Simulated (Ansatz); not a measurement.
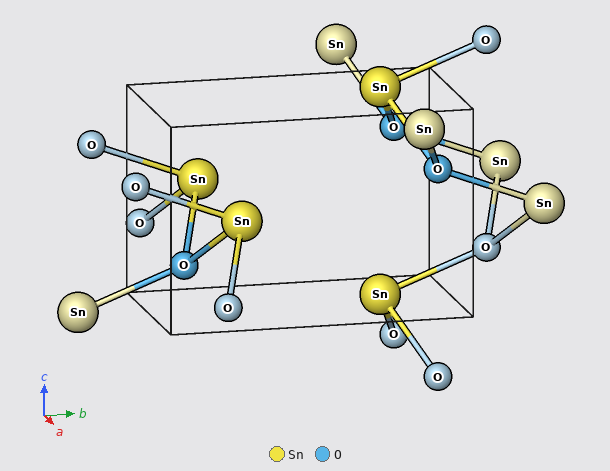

Figure: ball-and-stick view slightly off an axis. Atoms at the boundary of the conventional unit cell (the box) are drawn once for each face, edge or corner they touch. The bonded neighbours beyond the faces are included, in fainter colours. Cell: a = 3.35 Å, b = 5.71 Å, c = 3.92 Å, α = 90.00°, β = 90.00°, γ = 90.00°.

The starting point was a structure listed in the Materials Project. Earlier steps of the study may have refined or changed the cell and positions. It was run through Ansatz as a DFT input.

**Describe the crystal.**

The material is SnO. The symmetry is that of Pmn2_1 (No. 31), on a primitive orthorhombic lattice. Content of the cell: 2 Sn, 2 O (Z = 2). Sn is linked to three O in a trigonal pyramidal arrangement at about 2.1 Å. The neighbours of O are three Sn in a trigonal pyramidal arrangement at about 2.1 Å. The bonds build SnO layers parallel to (010).

Run with DFT r2SCAN, scalar-relativistic, plane waves, PAW (Ansatz) and these settings: plane-wave cutoff 500 eV, k-points on an 8×6×6 grid, Gaussian smearing of 0.02 eV, no spin polarisation.

**Classify it as metallic or gapped, with the value.**

A semiconductor at this level, with a gap of 1.61 eV, indirect.

**How charged are the atoms, by the Bader scheme?**

Sn +1.32 e; O -1.32 e.

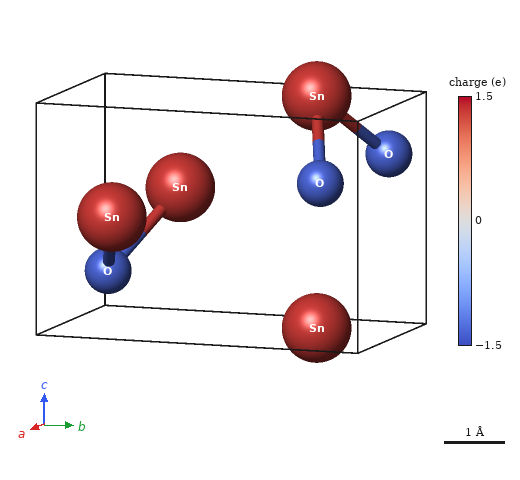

The atoms coloured by those charges. The run's cell of 4 atoms is drawn.

**Has the structure come to rest?**

No. The largest force is 0.56 eV/Å, on Sn. The pressure is -1.7 GPa, so the cell would contract. The stress isn't hydrostatic: its largest component is 2.4 GPa.

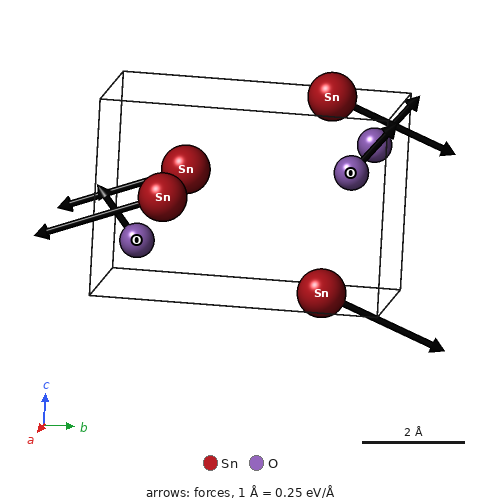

The forces as arrows. The run's cell of 4 atoms is drawn.
